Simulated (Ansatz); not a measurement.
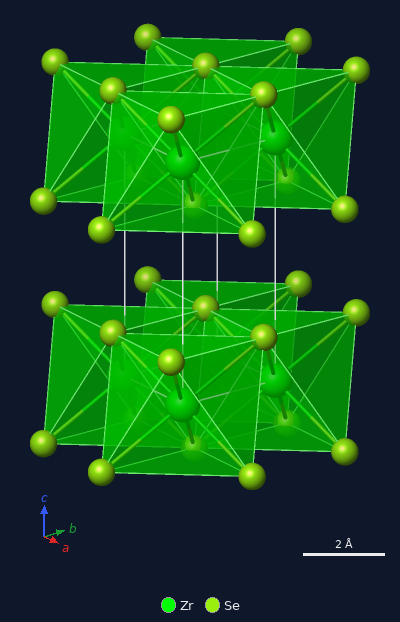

The input geometry (polyhedral view of the cell of the calculation, seen slightly off an axis; polyhedra are completed across the faces of the cell).

# Geometry relaxation, with input and output: ZrSe$_{2}$ (part 1 of 2)

- system: ZrSe$_{2}$ (P-3m1, 3 atoms in the cell)
- method: DFT PBE+D3(BJ), scalar-relativistic, plane waves, PAW, no spin polarisation (Ansatz 0.2.0)

The structure derives from an entry of the Crystallography Open Database.

**Input**
```yaml
crystal:
  lattice:
    - [3.798, 0.0, 0.0]
    - [-1.899, 3.2891644836, 0.0]
    - [0.0, 0.0, 6.192]
  atoms:
    - { symbol: Zr, position: [0.0, 0.0, 0.0] }
    - { symbol: Se, position: [0.3333333333, 0.6666666667, 0.25] }
    - { symbol: Se, position: [0.6666666667, 0.3333333333, 0.75] }
basis:
  ecutwfc: 420
kpoints:
  mp_grid: { grid: [12, 12, 6] }
hamiltonian:
  xc: pbe
  dispersion: d3bj
scf:
  occupations: { method: gaussian, width: 0.02 }
output:
  forces: true
  stress: true
  eigenvalues: true
  write_density: true
  write_potential: true
  elf: true
  volumetric_format: npy
relax:
  adjacent_minimum: "off"
  f_tol: 0.02
  max_steps: 70
  cell: { stress_tol: 0.1 }
```

Command:
```bash
ansatz run input.yaml --threads 2 --pin off --max-ram 5120MiB --backend cpu --events-out ev --progress --plain --runs-dir out
```

**Log**
```
Engine: ansatz 0.2.0, aarch64-unknown-linux-gnu
Pseudopotentials: kind: paw
Pseudopotential: Zr, paw, valence charge 12, recommended cutoff 420 eV (normal), Zr.paw.azcp
Pseudopotential: Se, paw, valence charge 16, recommended cutoff 420 eV (normal), Se.paw.azcp
Functional definition: PBE
  parameter kappa = 0.804
  parameter beta = 0.06672455060314922
  exchange = pbe_x(kappa = kappa, mu = beta*pi^2/3)
  correlation = pbe_c(beta = beta)
Crystal: 3 atoms, lattice volume = 77.352 Å³
Basis set: ecut = 420 eV, 1521 PW (Γ), exchange–correlation on 54×54×90 points (8 copies of the dense FFT grid, shifted against one another)
Bands: 27, of which v1, the nominal top of the filled ones, is band 22 counted from 1 (21 counted from 0)
Symmetry: 12 space group operations
Space group: P-3m1 (ITA 164), of the structure as read, at distance tolerance 4.3e-5 Å
k-points: 100 of 864
Non-local potential: Zr, projectors of the file, l = 0: 3, l = 1: 2, l = 2: 2, l = 3: 2
Non-local potential: Se, projectors of the file, l = 0: 2, l = 1: 2, l = 2: 3, l = 3: 1
PAW form: soft (Blöchl's): semilocal exchange-correlation on the pseudo side does not see the compensation charge
PAW one-centre angular grid: Zr, 590 points (default); XC on 64 Gauss nodes
PAW one-centre angular grid: Se, 590 points (default); XC on 64 Gauss nodes
Initial density: superposition of atomic densities (neutral atoms: chi_scale 0, normalization atom), corrected by the library's trained network
Initial wavefunctions: pseudopotential atomic-orbital guess
Functional: x = pbe(κ = 0.804, μ = 0.2195149727645171), c = pbe(β = 0.06672455060314922)
SCF iter   1: F=—  HF=-15127.183776 eV  |F-HF|=—  |Δ(HF+E_count)|=         —  Δρ=1.14e-3  dr2=6.71e-4  ethr=1.77e-3  ⟨swp⟩=6.3  Hψ=10756  notcnv=0
preconditioner: auto → Resta (q_TF=auto, 2.483 Å⁻¹)  ε∞=5.6  [insulator: Δε(μ)=0.381 eV  Ē_g=7.894 eV  σ=0.020 eV  W_gap=1.00  n_scr=22 (ndim 8)  ℏωp=16.9 eV  f_vac=0.068  D(μ)=0.00/eV (n_scr^D=0)  ε∞_Penn≈5.6]
SCF iter   2: F=—  HF=-15127.183979 eV  |F-HF|=—  |Δ(HF+E_count)|=   2.03e-4  Δρ=6.41e-4  dr2=2.13e-4  ethr=1.53e-6  ⟨swp⟩=2.1  Hψ=5971  notcnv=0  defer=70
SCF iter   3: F=—  HF=-15127.184201 eV  |F-HF|=—  |Δ(HF+E_count)|=   2.22e-4  Δρ=1.82e-4  dr2=6.16e-5  ethr=4.85e-7  ⟨swp⟩=2.0  Hψ=4828  notcnv=0  defer=74
SCF iter   4: F=—  HF=-15127.184173 eV  |F-HF|=—  |Δ(HF+E_count)|=   2.81e-5  Δρ=8.69e-5  dr2=7.32e-6  ethr=1.40e-7  ⟨swp⟩=2.0  Hψ=4700  notcnv=0  defer=72
SCF iter   5: F=—  HF=-15127.184178 eV  |F-HF|=—  |Δ(HF+E_count)|=   4.82e-6  Δρ=2.46e-5  dr2=6.06e-7  ethr=1.66e-8  ⟨swp⟩=2.0  Hψ=4700  notcnv=0  defer=71
SCF iter   6: F=—  HF=-15127.184178 eV  |F-HF|=—  |Δ(HF+E_count)|=   4.59e-7  Δρ=1.09e-5  dr2=1.59e-7  ethr=1.38e-9  ⟨swp⟩=2.0  Hψ=4700  notcnv=0  defer=70
SCF iter   7: F=-15127.184178 eV  HF=-15127.184178 eV  |F-HF|=3.96e-9  |Δ(HF+E_count)|=   2.96e-8  Δρ=3.08e-6  dr2=8.35e-9  ethr=2.27e-10  ⟨swp⟩=11.1  Hψ=16573  notcnv=0
SCF 1 converged in 7 iterations: F = -15127.184178 eV  dr2 = 8.35e-9
  greatest PAW one-centre occupation: 1.000 electrons in one spin orbital (limit 2), on the Se atom at site 2 (counted from 0), in its partial waves of l = 2
relax step   1: F+E_penalty+E_count = -15127.18417806 eV  Δ(F+E_penalty+E_count) = +0.000e0 eV  max|allowed force component| = 3.010e-1 eV/Å  Δτ_max = 0.0000 Å  P = -0.565 GPa  Ω = 77.352 Å³  (7 SCF iters, dr2 threshold 1.00e-7 eV, accepted)
Crystal: 3 atoms, lattice volume = 70.581 Å³
Basis set: ecut = 420 eV, 1365 PW (Γ), exchange–correlation on 54×54×90 points (8 copies of the dense FFT grid, shifted against one another)
Initial density: handed on by an earlier stage of this run
Initial wavefunctions: those handed on with the density
iter 1 solved again at ethr=2.29e-3 eV; its pass at ethr=3.10e-3 eV (dr2=1.01e0 eV) is discarded
SCF iter   1: F=—  HF=-15127.301148 eV  |F-HF|=—  |Δ(HF+E_count)|=         —  Δρ=2.03e-2  dr2=1.01e0  ethr=2.29e-3  ⟨swp⟩=1.0  Hψ=13603  notcnv=0
preconditioner: auto → LDOS  [insulator: Δε(μ)=0.032 eV  Ē_g=7.759 eV  σ=0.020 eV  W_gap=0.60  n_scr=22 (ndim 8)  ℏωp=17.7 eV  f_vac=0.013  D(μ)=0.85/eV (n_scr^D=2)  ε∞_Penn≈6.2  β→1.0]
SCF iter   2: F=—  HF=-15127.568606 eV  |F-HF|=—  |Δ(HF+E_count)|=   2.67e-1  Δρ=2.74e-2  dr2=2.46e0  ethr=2.29e-3  ⟨swp⟩=3.8  Hψ=5482  notcnv=0  recentre
preconditioner: auto → Resta (q_TF=auto, 2.522 Å⁻¹)  ε∞=5.5  [insulator: Δε(μ)=0.116 eV  Ē_g=8.339 eV  σ=0.020 eV  W_gap=1.00  n_scr=22 (ndim 8)  ℏωp=17.7 eV  f_vac=0.018  D(μ)=0.00/eV (n_scr^D=0)  ε∞_Penn≈5.5  β→0.5]
SCF iter   3: F=—  HF=-15127.129880 eV  |F-HF|=—  |Δ(HF+E_count)|=   4.39e-1  Δρ=3.82e-3  dr2=5.53e-3  ethr=2.29e-3  ⟨swp⟩=2.7  Hψ=4279  notcnv=0  defer=72
SCF iter   4: F=—  HF=-15127.130614 eV  |F-HF|=—  |Δ(HF+E_count)|=   7.33e-4  Δρ=1.51e-3  dr2=5.20e-3  ethr=1.26e-5  ⟨swp⟩=2.8  Hψ=5046  notcnv=0  defer=90
SCF iter   5: F=—  HF=-15127.129954 eV  |F-HF|=—  |Δ(HF+E_count)|=   6.60e-4  Δρ=5.31e-4  dr2=4.08e-4  ethr=1.18e-5  ⟨swp⟩=2.0  Hψ=3379  notcnv=0  defer=90
SCF iter   6: F=—  HF=-15127.129907 eV  |F-HF|=—  |Δ(HF+E_count)|=   4.71e-5  Δρ=1.17e-4  dr2=1.75e-5  ethr=9.28e-7  ⟨swp⟩=2.1  Hψ=3308  notcnv=0  defer=90
SCF iter   7: F=—  HF=-15127.129904 eV  |F-HF|=—  |Δ(HF+E_count)|=   3.03e-6  Δρ=6.26e-5  dr2=5.86e-6  ethr=3.99e-8  ⟨swp⟩=2.0  Hψ=4427  notcnv=0  defer=90
SCF iter   8: F=-15127.129903 eV  HF=-15127.129903 eV  |F-HF|=7.87e-8  |Δ(HF+E_count)|=   8.18e-7  Δρ=1.32e-5  dr2=1.61e-7  ethr=6.82e-10  ⟨swp⟩=10.5  Hψ=20219  notcnv=0
SCF 2 converged in 8 iterations: F = -15127.129903 eV  dr2 = 1.61e-7
relax step   2: F+E_penalty+E_count = -15127.12990289 eV  Δ(F+E_penalty+E_count) = +5.428e-2 eV  max|allowed force component| = 8.548e-1 eV/Å  Δτ_max = 0.1940 Å  P = -1.937 GPa  Ω = 70.581 Å³  energy of the carried Pulay correction = +7.110e-4 eV  (8 SCF iters, dr2 threshold 3.00e-7 eV, rejected (line search))
Crystal: 3 atoms, lattice volume = 73.460 Å³
Basis set: ecut = 420 eV, 1437 PW (Γ), exchange–correlation on 54×54×90 points (8 copies of the dense FFT grid, shifted against one another)
iter 1 solved again at ethr=5.19e-4 eV; its pass at ethr=3.10e-3 eV (dr2=2.29e-1 eV) is discarded
SCF iter   1: F=—  HF=-15127.263801 eV  |F-HF|=—  |Δ(HF+E_count)|=         —  Δρ=1.05e-2  dr2=2.29e-1  ethr=5.19e-4  ⟨swp⟩=1.0  Hψ=13513  notcnv=0
preconditioner: auto → Resta (q_TF=auto, 2.505 Å⁻¹)  ε∞=5.6  [insulator: Δε(μ)=0.221 eV  Ē_g=8.078 eV  σ=0.020 eV  W_gap=1.00  n_scr=22 (ndim 8)  ℏωp=17.3 eV  f_vac=0.039  D(μ)=0.00/eV (n_scr^D=0)  ε∞_Penn≈5.6]
SCF iter   2: F=—  HF=-15127.221335 eV  |F-HF|=—  |Δ(HF+E_count)|=   4.25e-2  Δρ=3.92e-3  dr2=1.40e-2  ethr=5.19e-4  ⟨swp⟩=2.0  Hψ=3717  notcnv=0
SCF iter   3: F=—  HF=-15127.218229 eV  |F-HF|=—  |Δ(HF+E_count)|=   3.11e-3  Δρ=1.60e-3  dr2=2.75e-3  ethr=3.18e-5  ⟨swp⟩=2.9  Hψ=5145  notcnv=0
SCF iter   4: F=—  HF=-15127.218298 eV  |F-HF|=—  |Δ(HF+E_count)|=   6.93e-5  Δρ=6.14e-4  dr2=3.62e-4  ethr=6.26e-6  ⟨swp⟩=2.9  Hψ=5271  notcnv=0
SCF iter   5: F=—  HF=-15127.218405 eV  |F-HF|=—  |Δ(HF+E_count)|=   1.08e-4  Δρ=1.93e-4  dr2=4.20e-5  ethr=8.23e-7  ⟨swp⟩=3.0  Hψ=4525  notcnv=0
SCF iter   6: F=—  HF=-15127.218423 eV  |F-HF|=—  |Δ(HF+E_count)|=   1.76e-5  Δρ=6.17e-5  dr2=3.94e-6  ethr=9.55e-8  ⟨swp⟩=2.0  Hψ=4800  notcnv=0
SCF iter   7: F=—  HF=-15127.218429 eV  |F-HF|=—  |Δ(HF+E_count)|=   5.75e-6  Δρ=1.14e-5  dr2=1.10e-7  ethr=8.96e-9  ⟨swp⟩=2.0  Hψ=3500  notcnv=0
SCF iter   8: F=—  HF=-15127.218429 eV  |F-HF|=—  |Δ(HF+E_count)|=   2.39e-7  Δρ=3.23e-6  dr2=1.28e-8  ethr=2.51e-10  ⟨swp⟩=2.0  Hψ=3500  notcnv=0
SCF iter   9: F=—  HF=-15127.218429 eV  |F-HF|=—  |Δ(HF+E_count)|=   2.59e-8  Δρ=7.45e-7  dr2=5.81e-10  ethr=2.90e-11  ⟨swp⟩=2.0  Hψ=3500  notcnv=0
SCF iter  10: F=-15127.218429 eV  HF=-15127.218429 eV  |F-HF|=3.27e-11  |Δ(HF+E_count)|=  9.77e-10  Δρ=1.83e-7  dr2=2.57e-11  ethr=1.00e-12  ⟨swp⟩=6.1  Hψ=12668  notcnv=0
SCF 3 converged in 10 iterations: F = -15127.218429 eV  dr2 = 2.57e-11
relax step   3: F+E_penalty+E_count = -15127.21842904 eV  Δ(F+E_penalty+E_count) = -3.425e-2 eV  max|allowed force component| = 1.713e-2 eV/Å  Δτ_max = 0.0854 Å  P = -0.288 GPa  Ω = 73.460 Å³  energy of the carried Pulay correction = +4.009e-4 eV  (10 SCF iters, accepted)
Crystal: 3 atoms, lattice volume = 72.970 Å³
Basis set: ecut = 420 eV, 1413 PW (Γ), exchange–correlation on 54×54×90 points (8 copies of the dense FFT grid, shifted against one another)
iter 1 solved again at ethr=5.34e-6 eV; its pass at ethr=3.10e-3 eV (dr2=2.35e-3 eV) is discarded
SCF iter   1: F=—  HF=-15127.219259 eV  |F-HF|=—  |Δ(HF+E_count)|=         —  Δρ=9.53e-4  dr2=2.42e-3  ethr=5.34e-6  ⟨swp⟩=1.1  Hψ=11013  notcnv=0
preconditioner: auto → Resta (q_TF=auto, 2.508 Å⁻¹)  ε∞=5.8  [insulator: Δε(μ)=0.057 eV  Ē_g=7.978 eV  σ=0.020 eV  W_gap=0.67  n_scr=22 (ndim 8)  ℏωp=17.4 eV  f_vac=0.027  D(μ)=0.21/eV (n_scr^D=0)  ε∞_Penn≈5.8]
SCF iter   2: F=—  HF=-15127.218842 eV  |F-HF|=—  |Δ(HF+E_count)|=   4.18e-4  Δρ=3.33e-4  dr2=1.17e-4  ethr=5.34e-6  ⟨swp⟩=2.0  Hψ=3712  notcnv=0
SCF iter   3: F=—  HF=-15127.218816 eV  |F-HF|=—  |Δ(HF+E_count)|=   2.56e-5  Δρ=1.45e-4  dr2=2.78e-5  ethr=2.66e-7  ⟨swp⟩=2.1  Hψ=3478  notcnv=0
SCF iter   4: F=—  HF=-15127.218814 eV  |F-HF|=—  |Δ(HF+E_count)|=   1.65e-6  Δρ=5.17e-5  dr2=2.85e-6  ethr=6.31e-8  ⟨swp⟩=3.0  Hψ=4794  notcnv=0
SCF iter   5: F=—  HF=-15127.218815 eV  |F-HF|=—  |Δ(HF+E_count)|=   8.84e-7  Δρ=2.15e-5  dr2=5.07e-7  ethr=6.47e-9  ⟨swp⟩=2.2  Hψ=3740  notcnv=0
SCF iter   6: F=-15127.218816 eV  HF=-15127.218815 eV  |F-HF|=4.71e-8  |Δ(HF+E_count)|=   3.37e-7  Δρ=5.88e-6  dr2=3.15e-8  ethr=5.01e-10  ⟨swp⟩=9.1  Hψ=18301  notcnv=0
SCF 4 converged in 6 iterations: F = -15127.218816 eV  dr2 = 3.15e-8
relax step   4: F+E_penalty+E_count = -15127.21881552 eV  Δ(F+E_penalty+E_count) = -3.865e-4 eV  max|allowed force component| = 1.038e-2 eV/Å  Δτ_max = 0.0069 Å  P = -0.043 GPa  Ω = 72.970 Å³  energy of the carried Pulay correction = +4.528e-4 eV  (6 SCF iters, dr2 threshold 2.21e-7 eV, accepted)
Basis set: ecut = 420 eV, 1413 PW (Γ), exchange–correlation on 50×50×90 points (8 copies of the dense FFT grid, shifted against one another)
Initial wavefunctions: pseudopotential atomic-orbital guess (no wavefunctions were taken with the density)
iter 1 solved again at ethr=5.95e-8 eV; its pass at ethr=3.10e-3 eV (dr2=2.62e-5 eV) is discarded
SCF iter   1: F=—  HF=-15127.218413 eV  |F-HF|=—  |Δ(HF+E_count)|=         —  Δρ=4.52e-5  dr2=1.92e-7  ethr=5.95e-8  ⟨swp⟩=3.1  Hψ=18487  notcnv=0
preconditioner: auto → Resta (q_TF=auto, 2.508 Å⁻¹)  ε∞=5.7  [insulator: Δε(μ)=0.021 eV  Ē_g=7.990 eV  σ=0.020 eV  W_gap=0.51  n_scr=22 (ndim 8)  ℏωp=17.4 eV  f_vac=0.031  D(μ)=0.16/eV (n_scr^D=0)  ε∞_Penn≈5.7]
SCF iter   2: F=—  HF=-15127.218410 eV  |F-HF|=—  |Δ(HF+E_count)|=   3.05e-6  Δρ=2.44e-5  dr2=8.27e-8  ethr=4.35e-10  ⟨swp⟩=2.0  Hψ=4804  notcnv=0
SCF iter   3: F=—  HF=-15127.218410 eV  |F-HF|=—  |Δ(HF+E_count)|=   1.63e-7  Δρ=8.17e-6  dr2=1.46e-8  ethr=1.88e-10  ⟨swp⟩=2.0  Hψ=4877  notcnv=0
SCF iter   4: F=—  HF=-15127.218410 eV  |F-HF|=—  |Δ(HF+E_count)|=   2.11e-8  Δρ=1.77e-6  dr2=2.51e-9  ethr=3.32e-11  ⟨swp⟩=2.5  Hψ=4238  notcnv=0
SCF iter   5: F=—  HF=-15127.218410 eV  |F-HF|=—  |Δ(HF+E_count)|=   2.84e-9  Δρ=6.69e-7  dr2=4.84e-10  ethr=5.70e-12  ⟨swp⟩=2.0  Hψ=3386  notcnv=0
SCF iter   6: F=-15127.218410 eV  HF=-15127.218410 eV  |F-HF|=1.82e-11  |Δ(HF+E_count)|=  9.24e-10  Δρ=1.46e-7  dr2=2.25e-11  ethr=1.00e-12  ⟨swp⟩=6.0  Hψ=12709  notcnv=0
SCF 5 converged in 6 iterations: F = -15127.218410 eV  dr2 = 2.25e-11
relax step   5: F+E_penalty+E_count = -15127.21841036 eV  Δ(F+E_penalty+E_count) = +4.052e-4 eV  max|allowed force component| = 1.023e-2 eV/Å  Δτ_max = 0.0000 Å  P = -0.045 GPa  Ω = 72.970 Å³  stress off target by 6.42e-2 GPa  SCF on the basis re-selected at this cell (its energy is not comparable with the rows above)  (6 SCF iters)
```

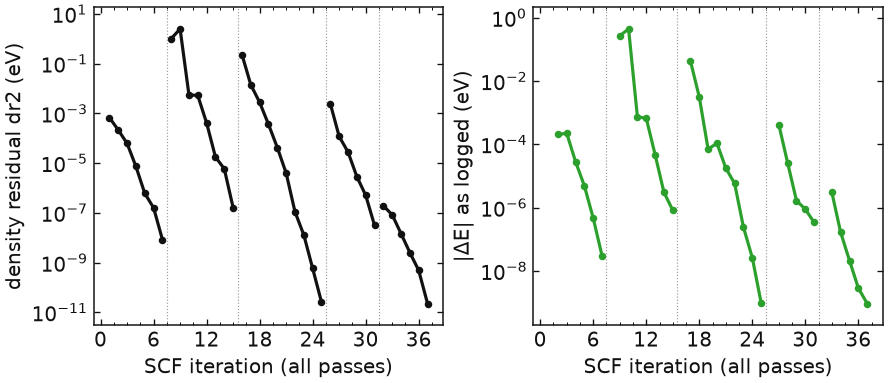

Convergence of the self-consistent field: density residual dr2 and size of the energy change against the SCF iteration. The dotted lines part the SCF passes of the relaxation: geometry steps, rejected trials and re-solves on a re-selected basis. The 5 passes take 6 to 10 iterations each, 37 in all.
